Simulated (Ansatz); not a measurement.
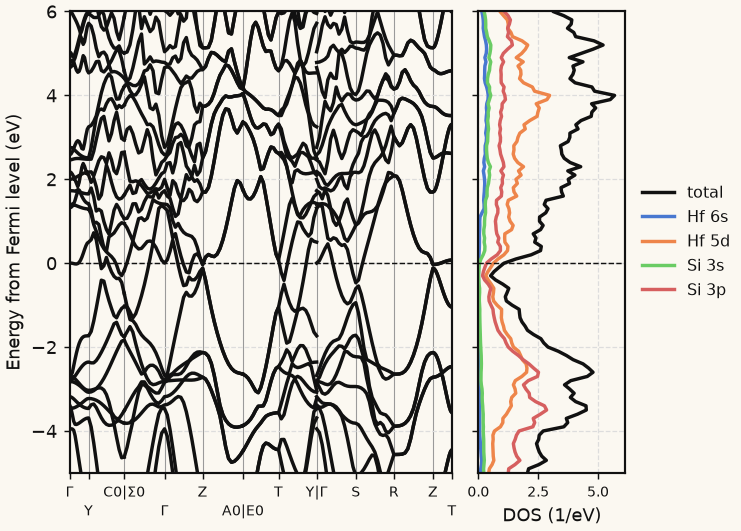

Band structure and density of states. Energies are counted from the Fermi level. The partial curves are projected on Löwdin-orthogonalised atomic shells.

Structure: HfSi$_{2}$, space group Cmcm, 6 atoms in the cell; a = 7.52 Å, b = 7.52 Å, c = 3.64 Å, α = 90.00°, β = 90.00°, γ = 151.86°.

Method: DFT r2SCAN, scalar-relativistic, plane waves, PAW, no spin polarisation, 10×10×10 k mesh, 500 eV cutoff, Gaussian smearing of 0.1 eV (Ansatz 0.2.0).

**Is there a gap at the Fermi level?**

A metal: bands cross the Fermi level along this path.

**Which levels at Y lie nearest to the Fermi level?**

At Y the nearest levels lie 1.73 eV below and 0.50 eV above the Fermi level.

Spin-orbit coupling is left out, which matters for Hf.
